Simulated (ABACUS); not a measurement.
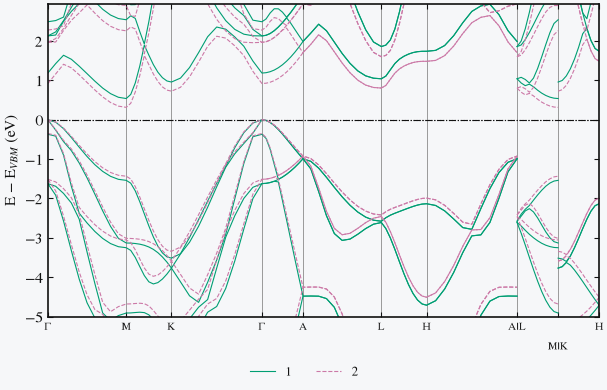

Band structures of hexagonal-diamond (lonsdaleite-type) Si, space group P6_3/mmc (No. 194), 4 atoms in the cell (a = 3.831 Å, c = 6.333 Å (hexagonal axes)), by two methods on the same cell. Each is counted from its own valence-band top.

Question: Which curve is which? The methods: LDA, r2SCAN.

Answer: 1 is r2SCAN; 2 is LDA. r2SCAN gives a gap of 0.54 eV along the path and LDA gives a gap of 0.31 eV along the path.

Settings. r2SCAN: SG15 ONCV 1.2 PBE, no spin polarisation, no spin-orbit coupling, 939 eV cutoff, Fermi-Dirac smearing of 0.05 eV (ABACUS 3.10.1). LDA: GBRV ultrasoft 1.5 LDA, no spin polarisation, no spin-orbit coupling, 544 eV cutoff, Fermi-Dirac smearing of 0.05 eV (ABACUS 3.10.1).

Bands are joined in order of energy. The density is read from an earlier self-consistent run, whose mesh may be coarse. LDA, GGA and most meta-GGA functionals understate gaps. This isn't the form of Si at room conditions, which is diamond. r2SCAN: the potentials were made for another functional.
